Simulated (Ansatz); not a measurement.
```yaml
crystal:
  lattice:
    - [4.58519, 0.00000, 0.00000]
    - [-2.29259, 3.97089, 0.00000]
    - [0.00000, 0.00000, 12.45431]
  atoms:
    - { symbol: Al, position: [0.66667, 0.33333, 0.18517] }
    - { symbol: Al, position: [0.33333, 0.66667, 0.51850] }
    - { symbol: Al, position: [0.00000, 0.00000, 0.85183] }
    - { symbol: Al, position: [0.33333, 0.66667, 0.31483] }
    - { symbol: Al, position: [0.00000, 0.00000, 0.64817] }
    - { symbol: Al, position: [0.66667, 0.33333, 0.98150] }
    - { symbol: Al, position: [0.00000, 0.00000, 0.14817] }
    - { symbol: Al, position: [0.66667, 0.33333, 0.48150] }
    - { symbol: Al, position: [0.33333, 0.66667, 0.81483] }
    - { symbol: Al, position: [0.33333, 0.66667, 0.01850] }
    - { symbol: Al, position: [0.00000, 0.00000, 0.35183] }
    - { symbol: Al, position: [0.66667, 0.33333, 0.68517] }
    - { symbol: O, position: [0.97357, 0.33333, 0.08333] }
    - { symbol: O, position: [0.64024, 0.66667, 0.41667] }
    - { symbol: O, position: [0.30690, 0.00000, 0.75000] }
    - { symbol: O, position: [0.66667, 0.64024, 0.08333] }
    - { symbol: O, position: [0.33333, 0.97357, 0.41667] }
    - { symbol: O, position: [0.00000, 0.30690, 0.75000] }
    - { symbol: O, position: [0.35976, 0.02643, 0.08333] }
    - { symbol: O, position: [0.02643, 0.35976, 0.41667] }
    - { symbol: O, position: [0.69310, 0.69310, 0.75000] }
    - { symbol: O, position: [0.69310, 0.00000, 0.25000] }
    - { symbol: O, position: [0.35976, 0.33333, 0.58333] }
    - { symbol: O, position: [0.02643, 0.66667, 0.91667] }
    - { symbol: O, position: [0.00000, 0.69310, 0.25000] }
    - { symbol: O, position: [0.66667, 0.02643, 0.58333] }
    - { symbol: O, position: [0.33333, 0.35976, 0.91667] }
    - { symbol: O, position: [0.30690, 0.30690, 0.25000] }
    - { symbol: O, position: [0.97357, 0.64024, 0.58333] }
    - { symbol: O, position: [0.64024, 0.97357, 0.91667] }
```

Space group R-3c; computed pressure about 30 GPa in this cell.

All numbers below come from DFT LDA, scalar-relativistic, plane waves, PAW in Ansatz.

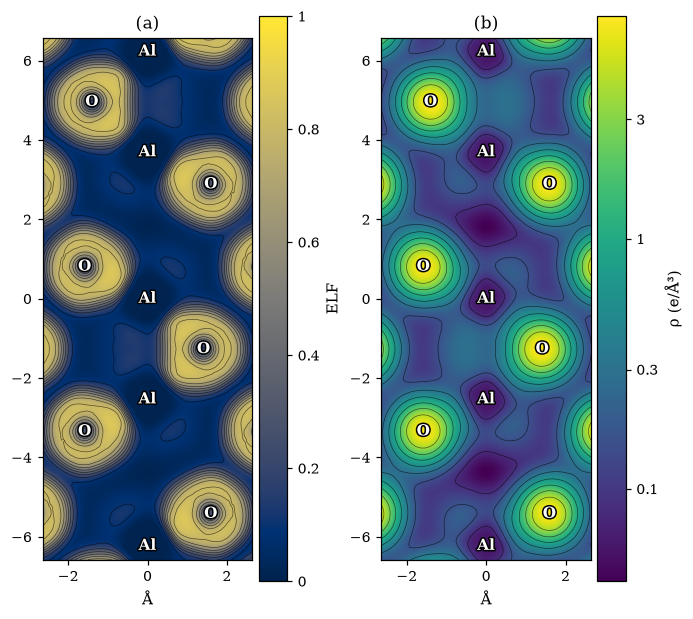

Al2O3. (a) ELF; (b) valence electron density on the (010) plane of the conventional cell.

In a PAW calculation such maps are meaningful between the atoms, not at the nuclei.

### Interpret the plot.

- The section cuts through Al and O sites.
- Al–O (1.79 Å): the density is about 0.75 e/Å³ at the midpoint; the ELF peaks at about 0.85 in the valence shell of O, 0.7 Å from its nucleus, and is about 0.85 at the midpoint.
- Al–Al (2.54 Å): the density is about 0.25 e/Å³ at the midpoint; the ELF is about 0.10 at the midpoint (no localised pair shows between them).
- Al–O (1.89 Å): the density is about 0.6 e/Å³ at the midpoint; the ELF peaks at about 0.85 in the valence shell of O, 0.6 Å from its nucleus, and is about 0.80 at the midpoint.
- Between the atoms the lowest density in this plane is 0.04 e/Å³.

### Does the calculation give a band gap?

It is gapped, with a Kohn–Sham gap of 7.6 eV on the k-point mesh (the band edges may lie off the mesh, which would make the gap smaller).
